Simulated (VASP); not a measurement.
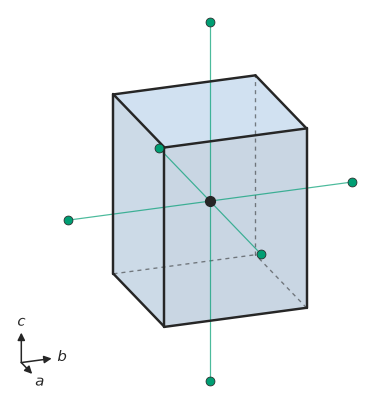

For SnO, a cell listed in the Materials Project, as set up for an electronic-structure calculation: the Wigner–Seitz cell of the crystal's lattice, with lines to the lattice points that define its faces. Symmetry computed with spglib at a tolerance of 0.002 Å; standard conventional cell.

a = 3.814 Å, b = 3.814 Å, c = 4.887 Å, α = 90.00°, β = 90.00°, γ = 90.00°; space group No. 129, P4/nmm, origin choice 1.

> Describe the polyhedron.

A parallelepiped: 6 faces (6 with 4 edges), 12 edges, 8 vertices. Its volume is that of the primitive cell, 71.1 Å³.

> Which lattice vectors do the faces bisect?

| example | length (Å) | faces | edges of each | area (Å²) |
| --- | --- | --- | --- | --- |
| a | 3.81 | 4 | 4 | 18.6 |
| c | 4.89 | 2 | 4 | 14.5 |
